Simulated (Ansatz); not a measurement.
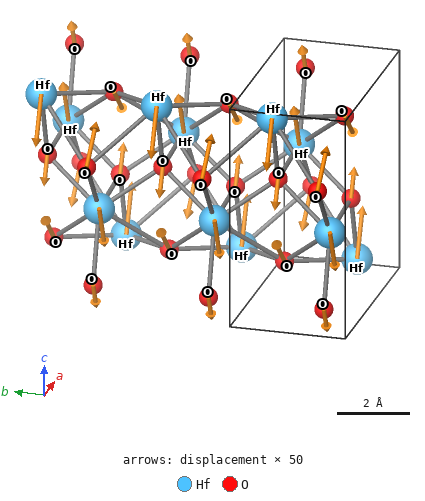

A relaxation of a crystal of HfO2 (set up in Pnma). The starting structure is drawn; orange arrows show the displacements (the part carried along by the change of the cell is left out), 50 times their true length.

A ball-and-stick model of the cell of the calculation, repeated 1 × 3 × 1 with one cell outlined, seen from a free direction.

The run lets cell and atoms move.

Level of theory: Kohn-Sham DFT of a periodic cell, PBE, Ansatz PAW (Ansatz 0.2.0).

Input
```yaml
crystal:
  lattice:
    - [5.556395, 0.0, 0.0]
    - [0.0, 3.333597, 0.0]
    - [0.0, 0.0, 6.504995]
  atoms:
    - { symbol: Hf, position: [0.748682, 0.75, 0.607871] }
    - { symbol: Hf, position: [0.251318, 0.25, 0.392129] }
    - { symbol: Hf, position: [0.248682, 0.75, 0.892129] }
    - { symbol: Hf, position: [0.751318, 0.25, 0.107871] }
    - { symbol: O, position: [0.639499, 0.25, 0.4234] }
    - { symbol: O, position: [0.360501, 0.75, 0.5766] }
    - { symbol: O, position: [0.139499, 0.25, 0.0766] }
    - { symbol: O, position: [0.860501, 0.75, 0.9234] }
    - { symbol: O, position: [0.520794, 0.25, 0.841453] }
    - { symbol: O, position: [0.479206, 0.75, 0.158547] }
    - { symbol: O, position: [0.020794, 0.25, 0.658547] }
    - { symbol: O, position: [0.979206, 0.75, 0.341453] }
hamiltonian:
  xc: pbe
  pseudopotentials: { kind: paw }
kpoints:
  mp_grid: { grid: [4, 6, 3] }
scf:
  occupations: { method: fermi_dirac, width: 0.05 }
output:
  forces: true
  stress: true
  eigenvalues: true
relax:
  f_tol: 0.01
  max_steps: 40
  cell: { stress_tol: 0.05, p_target: 10.0 }
```

Command:
```bash
ansatz run input.yaml --threads 4 --pin off --max-ram 11264MiB --backend cpu --events-out ev --progress --plain --runs-dir out
```

What did the optimiser do to the structure, and how much energy did it gain?

Answer. Over 7 accepted moves (9 points after the start) the energy rises by 0.130 eV per cell of the calculation. With the target pressure of 10 GPa, the enthalpy E + pV changes by −78.8 meV per cell of the calculation. The largest force component goes from 0.059 to 0.0015 eV/Å. Pressure: 3.26 GPa at the start and 10.02 GPa at the end. The SCF was repeated twice at an unchanged geometry on a basis and grid sized afresh for the cell, which shifted the energy by 16.3 meV per cell of the calculation at most. The largest moves relative to the cell, 0.030 Å, are those of Hf atoms. Largest moves by element: Hf 0.030 Å, O 0.028 Å. The volume changes by −2.8 %, with a 5.556 → 5.525 Å (−0.6 %), b 3.334 → 3.289 Å (−1.3 %), c 6.505 → 6.447 Å (−0.9 %). Among the contacts that change: Hf–O 2.587 → 2.518 Å, Hf–Hf 3.337 → 3.285 Å, Hf–Hf 3.519 → 3.496 Å, Hf–O 2.142 → 2.118 Å. The space group stays Pnma (No. 62).
